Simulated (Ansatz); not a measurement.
**Si$_{16}$NO$_{30}$ (charge −1): geometry relaxation (part 1 of 3)**

System: Si$_{16}$NO$_{30}$ (defect cell, 47 atoms in the cell, total charge −1).
Method: DFT PBEsol, scalar-relativistic, plane waves, PAW, PAW set soft_1, no spin polarisation (Ansatz 0.2.0).

The structure derives from an entry of the Crystallography Open Database. It belongs to a series of runs on one base structure; here: end point A relaxed.

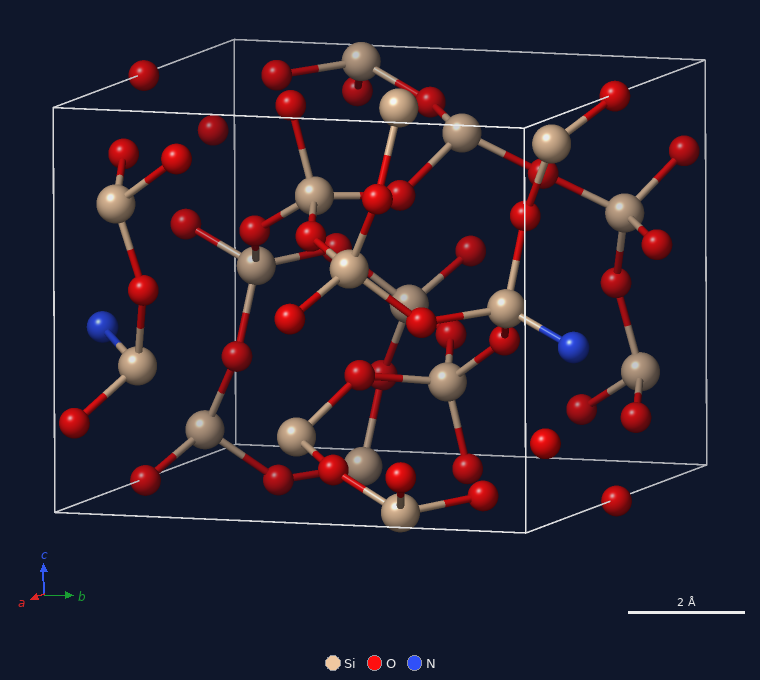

Figure 1. The structure as given in the input (ball-and-stick view of the cell of the calculation, seen slightly off an axis). An atom can appear more than once, as a periodic image.

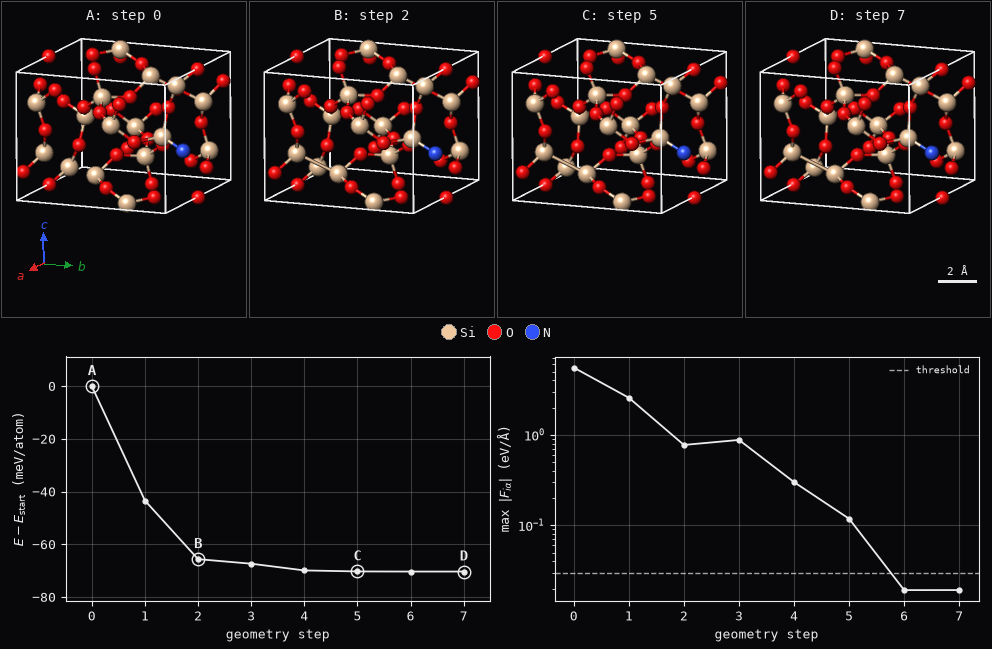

Figure 2. Frames of the relaxation (ball-and-stick view of the cell of the calculation, seen slightly off an axis) above the curves, on which the letters mark them (the first geometry is step 0 here and step 1 in the log).

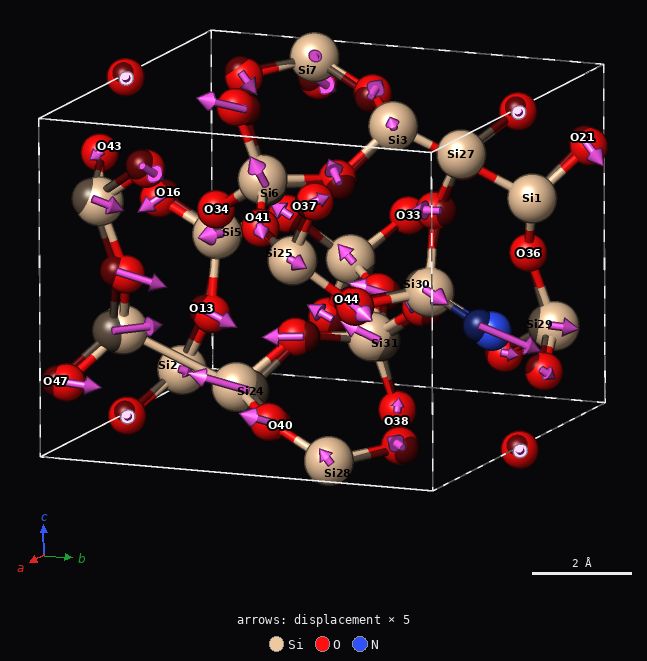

Figure 3. Start (faint) and end (solid) with the displacements as pink arrows, magnified 5 times (ball-and-stick view of the cell of the calculation, seen slightly off an axis). The atom that moves furthest is N42 (0.29 Å). By element the largest moves are N 0.29 Å, Si 0.27 Å, O 0.25 Å. The cell doesn't change. Among the contacts that change: Si24–Si26 3.041 → 2.591 Å, Si3–O18 1.519 → 1.620 Å, Si26–O47 1.591 → 1.687 Å, Si26–N42 1.724 → 1.629 Å. Among the angles that change: O39–Si30–N42 105.4° → 115.1°, Si26–N42–Si30 150.1° → 140.7°, Si27–O39–Si30 147.4° → 138.0°. The energy falls by 70.3 meV per atom in 7 geometry steps. The largest force component goes from 5.5 to 0.019 eV/Å. (Atoms are counted from 1 in the order of the input.)

The input that produced these results follows, with the program's output.

The input
```yaml
crystal:
  lattice:
    - [0.097968, 6.15245, 6.154841]
    - [0.097968, -6.15245, 6.154841]
    - [7.0666, 0.0, 0.0]
  atoms:
    - { symbol: Si, position: [0.1781333, 0.8964234, 0.6470499] }
    - { symbol: Si, position: [0.3596662, 0.0730851, 0.1002269] }
    - { symbol: Si, position: [0.3180966, 0.6052994, 0.8532593] }
    - { symbol: Si, position: [0.1451473, 0.4255138, 0.3922873] }
    - { symbol: Si, position: [0.357429, 0.1826335, 0.5106979] }
    - { symbol: Si, position: [0.5670341, 0.3871766, 0.7288676] }
    - { symbol: Si, position: [0.1379579, 0.3227339, 0.9852796] }
    - { symbol: Si, position: [0.9344425, 0.1070195, 0.7563646] }
    - { symbol: O, position: [0.5048208, 0.0022946, -0.0040442] }
    - { symbol: O, position: [0.0112152, 0.7390762, 0.125451] }
    - { symbol: O, position: [0.4921169, 0.7609547, 0.3788808] }
    - { symbol: O, position: [0.5881299, 0.3459848, 0.9539052] }
    - { symbol: O, position: [0.4024763, 0.1581281, 0.2928537] }
    - { symbol: O, position: [0.9113801, 0.1556692, 0.5415502] }
    - { symbol: O, position: [0.0919359, 0.3471143, 0.2039385] }
    - { symbol: O, position: [0.317278, 0.0180776, 0.598294] }
    - { symbol: O, position: [0.2357893, 0.9407698, 0.153672] }
    - { symbol: O, position: [0.1924211, 0.4900989, 0.9025982] }
    - { symbol: O, position: [0.2646617, 0.5598252, 0.3445346] }
    - { symbol: O, position: [0.2770338, 0.1967859, 0.9684189] }
    - { symbol: O, position: [0.0520385, 0.9747204, 0.7832166] }
    - { symbol: O, position: [0.2219815, 0.3010736, 0.5366235] }
    - { symbol: O, position: [0.4559708, 0.5263145, 0.7183869] }
    - { symbol: Si, position: [0.6826075, 0.3917172, 0.1528836] }
    - { symbol: Si, position: [0.8535905, 0.570845, 0.6053819] }
    - { symbol: Si, position: [0.8262178, 0.1101182, 0.3382968] }
    - { symbol: Si, position: [0.6482938, 0.9227679, 0.8978903] }
    - { symbol: Si, position: [0.8600645, 0.6799381, 0.0101089] }
    - { symbol: Si, position: [0.0697866, 0.8868485, 0.2360355] }
    - { symbol: Si, position: [0.6352125, 0.8206768, 0.4838793] }
    - { symbol: Si, position: [0.4324004, 0.6160794, 0.2580191] }
    - { symbol: O, position: [0.2470621, 0.7500514, 0.7488051] }
    - { symbol: O, position: [0.0059572, 0.503001, 0.5041217] }
    - { symbol: O, position: [0.5104538, 0.2385255, 0.6254712] }
    - { symbol: O, position: [0.9958312, 0.2598299, 0.8855506] }
    - { symbol: O, position: [0.0913501, 0.8440215, 0.4572949] }
    - { symbol: O, position: [0.9110255, 0.6533422, 0.7919867] }
    - { symbol: O, position: [0.4129226, 0.6510535, 0.0419685] }
    - { symbol: O, position: [0.5982299, 0.8469233, 0.7076668] }
    - { symbol: O, position: [0.8092077, 0.5180172, 0.0990536] }
    - { symbol: O, position: [0.7267858, 0.4408957, 0.6585005] }
    - { symbol: "N", position: [0.6843209, 0.981483, 0.4040633] }
    - { symbol: O, position: [0.7648316, 0.0587537, 0.8489886] }
    - { symbol: O, position: [0.7727999, 0.6926511, 0.4656959] }
    - { symbol: O, position: [0.5578388, 0.478547, 0.288576] }
    - { symbol: O, position: [0.7229357, 0.8027655, 0.0349448] }
    - { symbol: O, position: [0.9520013, 0.0237906, 0.2135653] }
total_charge: -1
basis:
  ecutwfc: 420.0
kpoints:
  mp_grid: { grid: [1, 1, 2] }
hamiltonian:
  xc: pbesol
  pseudopotentials: { kind: paw, azcp: { folder: soft_1 } }
scf:
  occupations: { method: gaussian, width: 0.05 }
  lower_state_search: "off"
relax:
  f_tol: 0.03
  max_steps: 60
  adjacent_minimum: "off"
```

Launched with:
```bash
ansatz run input.yaml --threads 2 --pin off --max-ram 5120MiB --backend cpu --events-out ev --progress --plain --runs-dir out
```

Log
```
Warning: [file] the record states the generating functional pbe (its physics header spells it `PBE`), which answers neither for hamiltonian.xc's functional nor for the pbesol family's — results may be inconsistent (PPs are generated against a specific XC)
Warning: [file] the record states the generating functional pbe (its physics header spells it `PBE`), which answers neither for hamiltonian.xc's functional nor for the pbesol family's — results may be inconsistent (PPs are generated against a specific XC)
Warning: [file] the record states the generating functional pbe (its physics header spells it `PBE`), which answers neither for hamiltonian.xc's functional nor for the pbesol family's — results may be inconsistent (PPs are generated against a specific XC)
Engine: ansatz 0.2.0, aarch64-unknown-linux-gnu
Pseudopotentials: kind: paw
Pseudopotential: Si, paw, valence charge 4, recommended cutoff 420 eV (normal), [file]
Pseudopotential: O, paw, valence charge 6, recommended cutoff 420 eV (normal), [file]
Pseudopotential: N, paw, valence charge 5, recommended cutoff 420 eV (normal), [file]
Functional definition: PBEsol
  exchange = pbesol_x
  correlation = pbesol_c
Crystal: 47 atoms, lattice volume = 535.187 Å³
Basis set: ecut = 420 eV, 10499 PW (Γ), exchange–correlation on 120×120×96 points (8 copies of the dense FFT grid, shifted against one another)
Bands: 172, of which v1, the nominal top of the filled ones, is band 125 counted from 1 (124 counted from 0)
Symmetry: 1 space group operations
Space group: P1 (ITA 1), of the structure as read, at distance tolerance 8.1e-5 Å
k-points: 2
Non-local potential: Si, projectors of the file, l = 0: 2, l = 1: 2, l = 2: 1
Non-local potential: O, projectors of the file, l = 0: 2, l = 1: 2, l = 2: 1
Non-local potential: N, projectors of the file, l = 0: 2, l = 1: 2, l = 2: 1
PAW form: soft (Blöchl's): semilocal exchange-correlation on the pseudo side does not see the compensation charge
PAW frozen core: Si, regenerated for the run's functional, and the local potential with it (the file was generated under x = pbe(κ = 0.804, μ = 0.2195149727645171), c = pbe(β = 0.06672455060314922))
PAW frozen core: O, regenerated for the run's functional, and the local potential with it (the file was generated under x = pbe(κ = 0.804, μ = 0.2195149727645171), c = pbe(β = 0.06672455060314922))
PAW frozen core: N, regenerated for the run's functional, and the local potential with it (the file was generated under x = pbe(κ = 0.804, μ = 0.2195149727645171), c = pbe(β = 0.06672455060314922))
PAW one-centre angular grid: Si, 110 points (default); XC on 64 Gauss nodes
PAW one-centre angular grid: O, 110 points (default); XC on 64 Gauss nodes
PAW one-centre angular grid: N, 110 points (default); XC on 64 Gauss nodes
Initial density: superposition of atomic densities (chi_scale 0.1, normalization cell, long waves kept (reshape's long-wave potential 0.31 eV rms))
Initial wavefunctions: pseudopotential atomic-orbital guess
Functional: x = pbesol(κ = 0.804, μ = 0.12345679012345678), c = pbesol(β = 0.046)
SCF iter   1: F=—  HF=-27211.273402 eV  |F-HF|=—  |Δ(HF+E_count)|=         —  Δρ=1.26e-1  dr2=8.39e1  ethr=3.10e-3  ⟨swp⟩=6.0  Hψ=1537  notcnv=0  defer=37
preconditioner: auto → Resta (q_TF=auto, 2.403 Å⁻¹)  ε∞=3.0  [insulator: Δε(μ)=4.358 eV  Ē_g=17.792 eV  σ=0.050 eV  W_gap=1.00  n_scr=128 (ndim 8)  ℏωp=25.4 eV  f_vac=0.000  D(μ)=0.00/eV (n_scr^D=0)  ε∞_Penn≈3.0]
SCF iter   2: F=—  HF=-27188.379918 eV  |F-HF|=—  |Δ(HF+E_count)|=    2.29e1  Δρ=4.40e-2  dr2=5.96e0  ethr=3.10e-3  ⟨swp⟩=4.0  Hψ=679  notcnv=0  defer=85
SCF iter   3: F=—  HF=-27187.420187 eV  |F-HF|=—  |Δ(HF+E_count)|=   9.60e-1  Δρ=2.11e-2  dr2=1.54e0  ethr=2.38e-3  ⟨swp⟩=2.0  Hψ=405  notcnv=0  defer=85
SCF iter   4: F=—  HF=-27187.245889 eV  |F-HF|=—  |Δ(HF+E_count)|=   1.74e-1  Δρ=3.76e-3  dr2=6.54e-2  ethr=6.17e-4  ⟨swp⟩=4.5  Hψ=610  notcnv=0  defer=83
SCF iter   5: F=—  HF=-27187.246674 eV  |F-HF|=—  |Δ(HF+E_count)|=   7.84e-4  Δρ=1.77e-3  dr2=1.45e-2  ethr=2.62e-5  ⟨swp⟩=2.0  Hψ=600  notcnv=0  defer=83
SCF iter   6: F=—  HF=-27187.249078 eV  |F-HF|=—  |Δ(HF+E_count)|=   2.40e-3  Δρ=4.81e-4  dr2=1.05e-3  ethr=5.80e-6  ⟨swp⟩=2.0  Hψ=453  notcnv=0  defer=83
SCF iter   7: F=—  HF=-27187.249769 eV  |F-HF|=—  |Δ(HF+E_count)|=   6.91e-4  Δρ=1.83e-4  dr2=1.53e-4  ethr=4.19e-7  ⟨swp⟩=2.0  Hψ=485  notcnv=0  defer=83
SCF iter   8: F=-27187.249797 eV  HF=-27187.249795 eV  |F-HF|=1.93e-6  |Δ(HF+E_count)|=   2.56e-5  Δρ=6.11e-5  dr2=1.60e-5  ethr=9.00e-9  ⟨swp⟩=3.0  Hψ=1342  notcnv=0
SCF 1 converged in 8 iterations: F = -27187.249797 eV  dr2 = 1.60e-5
  greatest PAW one-centre occupation: 0.866 electrons in one spin orbital (limit 2), on the O atom at site 45 (counted from 0), in its partial waves of l = 0
relax step   1: F+E_penalty+E_count = -27187.24979677 eV  Δ(F+E_penalty+E_count) = +0.000e0 eV  max|allowed force component| = 5.523e0 eV/Å  Δτ_max = 0.0000 Å  (8 SCF iters, dr2 threshold 2.25e-5 eV, accepted)
Initial density: handed on by an earlier stage of this run
Initial wavefunctions: those handed on with the density
iter 1 solved again at ethr=2.61e-4 eV; its pass at ethr=3.10e-3 eV (dr2=6.53e-1 eV) is discarded
SCF iter   1: F=—  HF=-27189.486639 eV  |F-HF|=—  |Δ(HF+E_count)|=         —  Δρ=1.23e-2  dr2=6.55e-1  ethr=2.61e-4  ⟨swp⟩=1.0  Hψ=1577  notcnv=0  defer=85
preconditioner: auto → Resta (q_TF=auto, 2.403 Å⁻¹)  ε∞=3.3  [insulator: Δε(μ)=3.299 eV  Ē_g=16.635 eV  σ=0.050 eV  W_gap=1.00  n_scr=128 (ndim 8)  ℏωp=25.4 eV  f_vac=0.012  D(μ)=0.00/eV (n_scr^D=0)  ε∞_Penn≈3.3]
SCF iter   2: F=—  HF=-27189.323504 eV  |F-HF|=—  |Δ(HF+E_count)|=   1.63e-1  Δρ=6.03e-3  dr2=1.40e-1  ethr=2.61e-4  ⟨swp⟩=3.0  Hψ=460  notcnv=0  defer=85
SCF iter   3: F=—  HF=-27189.291699 eV  |F-HF|=—  |Δ(HF+E_count)|=   3.18e-2  Δρ=1.90e-3  dr2=1.44e-2  ethr=5.60e-5  ⟨swp⟩=2.0  Hψ=458  notcnv=0  defer=85
SCF iter   4: F=—  HF=-27189.289439 eV  |F-HF|=—  |Δ(HF+E_count)|=   2.26e-3  Δρ=5.43e-4  dr2=1.66e-3  ethr=5.76e-6  ⟨swp⟩=2.0  Hψ=586  notcnv=0  defer=85
SCF iter   5: F=—  HF=-27189.289432 eV  |F-HF|=—  |Δ(HF+E_count)|=   7.66e-6  Δρ=1.52e-4  dr2=1.39e-4  ethr=6.66e-7  ⟨swp⟩=2.0  Hψ=449  notcnv=0  defer=85
SCF iter   6: F=-27189.289449 eV  HF=-27189.289460 eV  |F-HF|=1.11e-5  |Δ(HF+E_count)|=   2.79e-5  Δρ=7.94e-5  dr2=2.91e-5  ethr=4.00e-8  ⟨swp⟩=3.0  Hψ=1318  notcnv=0
SCF 2 converged in 6 iterations: F = -27189.289449 eV  dr2 = 2.91e-5
  greatest PAW one-centre occupation: 0.864 electrons in one spin orbital (limit 2), on the O atom at site 45 (counted from 0), in its partial waves of l = 0
relax step   2: F+E_penalty+E_count = -27189.28944854 eV  Δ(F+E_penalty+E_count) = -2.040e0 eV  max|allowed force component| = 2.565e0 eV/Å  Δτ_max = 0.1417 Å  (6 SCF iters, dr2 threshold 1.00e-4 eV, accepted)
iter 1 solved again at ethr=4.14e-4 eV; its pass at ethr=3.10e-3 eV (dr2=1.04e0 eV) is discarded
SCF iter   1: F=—  HF=-27190.667188 eV  |F-HF|=—  |Δ(HF+E_count)|=         —  Δρ=1.52e-2  dr2=1.06e0  ethr=4.14e-4  ⟨swp⟩=1.5  Hψ=1502  notcnv=0  defer=80
preconditioner: auto → Resta (q_TF=auto, 2.403 Å⁻¹)  ε∞=3.4  [insulator: Δε(μ)=3.806 eV  Ē_g=16.500 eV  σ=0.050 eV  W_gap=1.00  n_scr=128 (ndim 8)  ℏωp=25.4 eV  f_vac=0.015  D(μ)=0.00/eV (n_scr^D=0)  ε∞_Penn≈3.4]
SCF iter   2: F=—  HF=-27190.396417 eV  |F-HF|=—  |Δ(HF+E_count)|=   2.71e-1  Δρ=7.45e-3  dr2=2.36e-1  ethr=4.14e-4  ⟨swp⟩=3.0  Hψ=463  notcnv=0  defer=80
[...]
  greatest PAW one-centre occupation: 0.861 electrons in one spin orbital (limit 2), on the O atom at site 45 (counted from 0), in its partial waves of l = 0
relax step   3: F+E_penalty+E_count = -27190.33332374 eV  Δ(F+E_penalty+E_count) = -1.044e0 eV  max|allowed force component| = 7.724e-1 eV/Å  Δτ_max = 0.1559 Å  (7 SCF iters, dr2 threshold 1.00e-4 eV, accepted)
preconditioner: auto → Resta (q_TF=auto, 2.403 Å⁻¹)  ε∞=3.4  [insulator: Δε(μ)=4.036 eV  Ē_g=16.519 eV  σ=0.050 eV  W_gap=1.00  n_scr=128 (ndim 8)  ℏωp=25.4 eV  f_vac=0.013  D(μ)=0.00/eV (n_scr^D=0)  ε∞_Penn≈3.4]
  greatest PAW one-centre occupation: 0.861 electrons in one spin orbital (limit 2), on the O atom at site 22 (counted from 0), in its partial waves of l = 0
relax step   4: F+E_penalty+E_count = -27190.41456679 eV  Δ(F+E_penalty+E_count) = -8.124e-2 eV  max|allowed force component| = 8.774e-1 eV/Å  Δτ_max = 0.2000 Å  (6 SCF iters, dr2 threshold 5.41e-5 eV, accepted)
preconditioner: auto → Resta (q_TF=auto, 2.403 Å⁻¹)  ε∞=3.4  [insulator: Δε(μ)=4.288 eV  Ē_g=16.539 eV  σ=0.050 eV  W_gap=1.00  n_scr=128 (ndim 8)  ℏωp=25.4 eV  f_vac=0.011  D(μ)=0.00/eV (n_scr^D=0)  ε∞_Penn≈3.4]
  greatest PAW one-centre occupation: 0.861 electrons in one spin orbital (limit 2), on the O atom at site 19 (counted from 0), in its partial waves of l = 0
relax step   5: F+E_penalty+E_count = -27190.53436681 eV  Δ(F+E_penalty+E_count) = -1.198e-1 eV  max|allowed force component| = 3.002e-1 eV/Å  Δτ_max = 0.1512 Å  (6 SCF iters, dr2 threshold 6.98e-5 eV, accepted)
preconditioner: auto → Resta (q_TF=auto, 2.403 Å⁻¹)  ε∞=3.4  [insulator: Δε(μ)=4.076 eV  Ē_g=16.525 eV  σ=0.050 eV  W_gap=1.00  n_scr=128 (ndim 8)  ℏωp=25.4 eV  f_vac=0.013  D(μ)=0.00/eV (n_scr^D=0)  ε∞_Penn≈3.4]
relax step   6: F+E_penalty+E_count = -27190.55226124 eV  Δ(F+E_penalty+E_count) = -1.789e-2 eV  max|allowed force component| = 1.182e-1 eV/Å  Δτ_max = 0.0385 Å  (6 SCF iters, dr2 threshold 1.05e-5 eV, accepted)
preconditioner: auto → Resta (q_TF=auto, 2.403 Å⁻¹)  ε∞=3.4  [insulator: Δε(μ)=4.093 eV  Ē_g=16.527 eV  σ=0.050 eV  W_gap=1.00  n_scr=128 (ndim 8)  ℏωp=25.4 eV  f_vac=0.012  D(μ)=0.00/eV (n_scr^D=0)  ε∞_Penn≈3.4]
```
